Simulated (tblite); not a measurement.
Single-point calculation of MgO

The run: single-point calculation of MgO (Fm-3m, 2 atoms in the cell). Method and program: with the settings of its input (tblite 0.8.0).

The structure derives from an entry of the Crystallography Open Database. Some settings of this run were made unusual or wrong on purpose. The geometry comes from this level: r2SCAN.

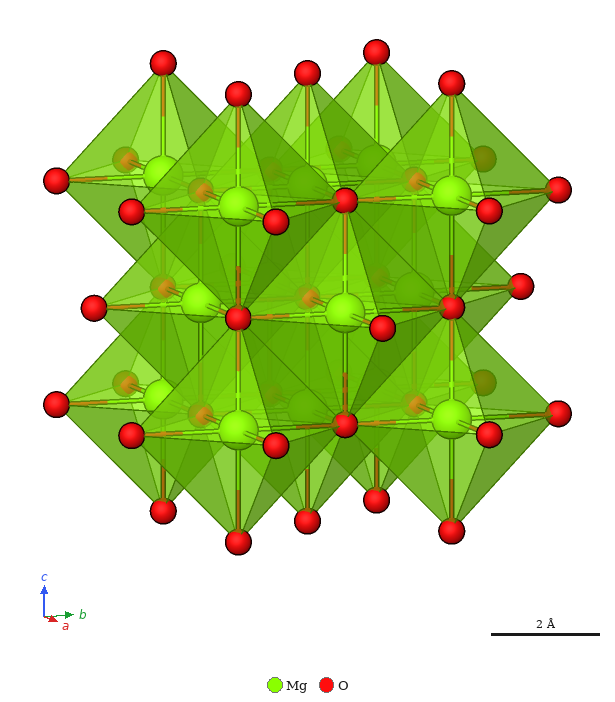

Fig. 1: The structure as given in the input (polyhedral view of the cell 4 times as large as that of the calculation, set on its symmetry axes, seen slightly off an axis; polyhedra are completed across the faces of the cell).

**Input file**
```python
import json
from ase import Atoms
from ase.build import make_supercell
from ase.units import Bohr, GPa, Hartree
from tblite.interface import Calculator

atoms = Atoms(['Mg', 'O'],
              cell=[[0.0, 2.10216803, 2.10216803], [2.10216803, 0.0, 2.10216803], [2.10216803, 2.10216803, 0.0]],
              scaled_positions=[[0.0, 0.0, 0.0], [0.5, 0.5, 0.5]],
              pbc=True)
cluster = make_supercell(atoms, [[-1, 1, 1], [1, -1, 1], [1, 1, -1]])
calc = Calculator('GFN1-xTB', cluster.numbers, cluster.positions / Bohr, lattice=cluster.cell[:] / Bohr, periodic=cluster.pbc)
calc.set('temperature', 0.02 / Hartree)
calc.set('max-iter', 150)
res = calc.singlepoint()
levels = res.get('orbital-energies') * Hartree
nv = round(res.get('orbital-occupations').sum() / 2)
cells = len(cluster) // len(atoms)
out = {'energy_per_cell': res.get('energy') * Hartree / cells, 'homo': levels[nv - 1], 'lumo': levels[nv],
       'stress': (-res.get('virial') * Hartree / cluster.get_volume() / GPa).tolist(), 'charges': res.get('charges')[:len(atoms)].tolist(), 'electrons': 2 * nv / cells}
json.dump(out, open('results.json', 'w'))
for key, value in out.items():
    print(key, value)
```

Hardware: 1 thread of Arm Neoverse N1, 54 GiB of memory available, shared host.

Run as:
```bash
python run.py
```

**Output**
```
------------------------------------------------------------
  cycle        total energy    energy error   density error
------------------------------------------------------------
      1     -19.67131718263  -1.9638551E+01   1.3672110E+00
      2     -20.76254573511  -1.0912286E+00   7.0795434E-01
      3     -20.56195597491   2.0058976E-01   5.2425148E-01
      4     -19.49950454221   1.0624514E+00   1.2155592E+00
      5     -21.21734349312  -1.7178390E+00   1.1185353E-01
      6     -20.59010598946   6.2723750E-01   5.2972844E-01
      7     -21.10186706395  -5.1176107E-01   2.9960897E-01
      8     -21.21258315130  -1.1071609E-01   1.3201371E-01
      9     -21.21058879700   1.9943543E-03   1.3408744E-01
     10     -21.21766830798  -7.0795110E-03   4.7122354E-02
     11     -21.21771777450  -4.9466516E-05   1.3474854E-02
     12     -21.21783011472  -1.1234022E-04   3.5833911E-03
     13     -21.21783930384  -9.1891270E-06   1.1257233E-03
     14     -21.21784037988  -1.0760380E-06   1.0329885E-04
     15     -21.21784038922  -9.3386454E-09   7.0658547E-07
------------------------------------------------------------

 total:                                   0.671 sec
energy_per_cell -144.34171135862064
homo -15.338380414891292
lumo -15.338380414891274
stress [[40.93586982714488, -2.0483957426887654e-13, 6.582593109609018e-13], [-2.0507840149254253e-13, 40.93586982713987, -4.0380849602206376e-13], [6.581538939085816e-13, -4.041142033287921e-13, 40.93586982713944]]
charges [0.8475815519884038, -0.8475815840541676]
electrons 8.0
```

**Outcome**

- outcome: converged
- space group (tolerance 0.01 Å): Fm-3m (225)
- electrons treated: 8
- total energy: −144.3417 eV
- band gap: none (metallic)
- pressure: 40.94 GPa
- wall time: 1.9 s
- peak memory: 0.095 GiB

Some settings of this run were drawn to be unusual or wrong. It converged; results that depend on the unusual settings are not reference values.
